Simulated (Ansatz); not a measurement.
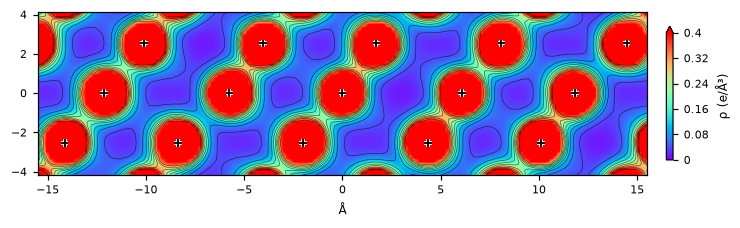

The valence electron density on a plane through atoms (crosses mark nuclei in the plane).

All numbers below come from DFT PBEsol, scalar-relativistic, plane waves, PAW in Ansatz.

Candidates:
A. Sn, a = 6.54 Å, b = 6.54 Å, c = 6.54 Å, α = 90.00°, β = 90.00°, γ = 90.00°. Space group Fd-3m.
B. Bi2Te3, a = 4.38 Å, b = 4.38 Å, c = 30.32 Å, α = 90.00°, β = 90.00°, γ = 120.00°. Space group R-3m.
C. NbN, a = 3.10 Å, b = 3.10 Å, c = 7.57 Å, α = 90.00°, β = 90.00°, γ = 120.00°. Space group R-3m; a generated structure, not necessarily the stable one.

Question: Which candidate gave the map?

Answer: Candidate B: Bi2Te3 on the (110) plane of the conventional cell, which holds Bi and Te. Bi–Te (3.06 Å): ρ is about 0.29 e/Å³ halfway. Bi–Te (3.23 Å): ρ is about 0.21 e/Å³ halfway.
